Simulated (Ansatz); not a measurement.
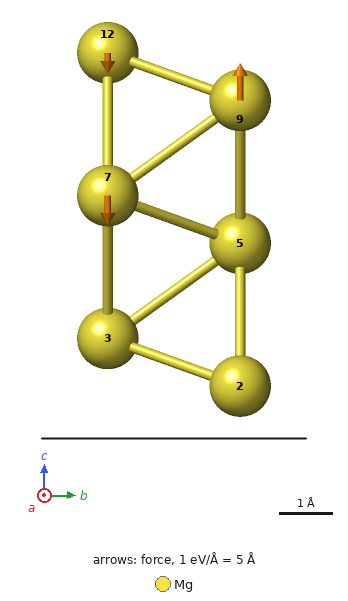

Starting geometry of a slab of composition Mg (cut from the P6_3/mmc phase) with the computed forces as orange arrows. The picture is a ball-and-stick view of the cell of the calculation, outlined in the plane, without the vacuum, seen along the a axis.

Case: clean slab, lower planes held. The slab is the (1 0 0) face of Mg. 6 atoms are held fixed.

Method: Ansatz 0.2.0, DFT PBE+D3(BJ), scalar-relativistic, plane waves, PAW. Settings: plane-wave cutoff 420 eV; k-point mesh 3 × 4 × 1; occupations gaussian; smearing width 0.1 eV; no spin polarisation; dipole correction; atoms relaxed in a fixed cell; force threshold 0.03 eV/Å; at most 70 steps.

What follows when this structure is relaxed?

It isn't relaxed: the largest force vector, on Mg atoms, is 0.14 eV/Å. The final displacements follow the starting forces only in part (cosine between the two patterns 0.82). Over 2 geometry steps the energy falls by 23.4 meV per cell of the calculation. Largest force component: 0.14 eV/Å at the start, 0.0026 eV/Å at the end. The largest moves, 0.11 Å, are those of Mg atoms. The lattice vectors keep their values. Near-neighbour distances that change, for instance: Mg–Mg 3.113 → 3.181 Å, Mg–Mg 3.149 → 3.084 Å, Mg–Mg 3.113 → 3.072 Å, Mg–Mg 3.149 → 3.183 Å. The run took 25 s on 4 threads of Arm Neoverse V1, on a shared host, peak memory 1.3 GiB.
